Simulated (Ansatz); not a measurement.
```xyz
16
Lattice="8.6439 0.0000 0.0000 -4.3219 7.4858 0.0000 0.0000 0.0000 20.4111" Properties=species:S:1:pos:R:3 pbc="T T T"
As    4.3219    0.0000    7.9999
As    2.1610    3.7429    7.9999
As    0.0000    0.0000    7.9999
As   -2.1610    3.7429    7.9999
In   -2.1609    6.2381    8.8823
In    0.0000    2.4952    8.8823
In    2.1610    6.2381    8.8823
In    4.3220    2.4952    8.8823
As    2.1610    6.2381   11.7396
As    4.3220    2.4952   11.7396
As   -2.1609    6.2381   11.7396
As    0.0000    2.4952   11.7396
In    0.0000    4.9906   12.4081
In    2.1609    1.2477   12.4081
In    4.3219    4.9906   12.4081
In    6.4829    1.2477   12.4081
```

All numbers below come from DFT PBE+D3(BJ), scalar-relativistic, plane waves, PAW in Ansatz 0.2.0.

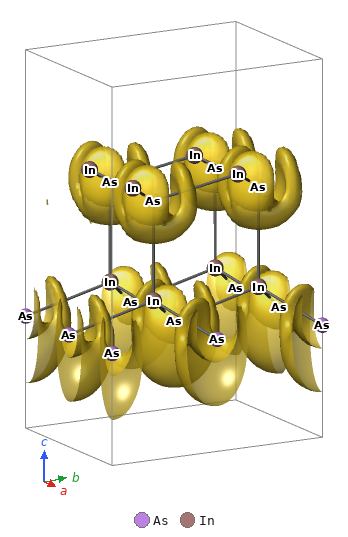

InAs (slab). Isosurface of the ELF at 0.65 (yellow), seen slightly off an axis. Only the valence region is drawn (cores and ρ < 0.01 e/Å³ removed). Sticks mark near contacts.

Core electrons are frozen (PAW), and the valence fields are smoothed inside the atomic spheres.

Question: Identify the bonds, lone pairs and shells in this picture.

Answer: At this value the surface marks out eight regions wrapped around As (the valence shell of each), counted in one cell of 16 atoms. Counts are for one cell; the picture repeats the cell along the surface. Profiles from the grid: In–As (2.58 Å): the ELF is about 0.55 at the midpoint. In–As (2.65 Å): the ELF is about 0.55 at the midpoint.

Question: Does the calculation make it a metal, or give it a gap?

Answer: It is metallic or semimetallic at this level of theory: no gap opens.
